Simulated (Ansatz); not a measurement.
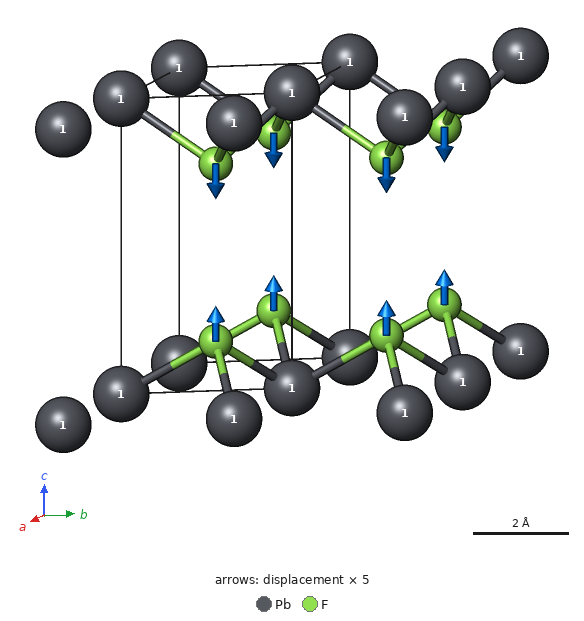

A relaxation of a crystal of PbF₂ (built on the MoS2-187 type type). The starting structure is drawn; blue arrows show the displacements (the part carried along by the change of the cell is left out), 5 times their true length.

A ball-and-stick model of the cell of the calculation, repeated 2 × 2 × 1 with one cell outlined, seen slightly off an axis.

Computed with DFT, r2SCAN+rVV10, plane waves, PAW (Ansatz). Settings: plane-wave cutoff 500 eV; k-point mesh 12 × 12 × 4; occupations fermi dirac; smearing width 0.03 eV; no spin polarisation; cell and atoms relaxed; force threshold 0.01 eV/Å; at most 120 steps.

Which element moves most?

Fluorine: up to 0.15 Å, against 0.00 Å for lead.

Describe the change and its energy.

The energy falls by 6.3 meV per atom in 5 accepted moves (7 points after the start). The largest force component goes from 0.012 to 0.0008 eV/Å. The pressure goes from −0.08 to 0.02 GPa. The line search rejected the trial step at point 4 of the run. At 1 point the geometry stayed and the basis and grid were re-selected for the new cell (energy shift of 1.4 meV per atom at most each time). The largest moves relative to the cell, 0.15 Å, are those of F atoms. Pb stays in place. Cell: a = b 3.676 → 3.673 Å (−0.1 %), c 6.368 → 5.593 Å (−12.2 %). Volume −12.3 %. The space group stays P-6m2 (No. 187). The run took 80 s on 2 threads of Intel(R) Xeon(R) Platinum 8375C CPU @ 2.90GHz (Ice Lake) (shared host), peak memory 0.7 GiB.
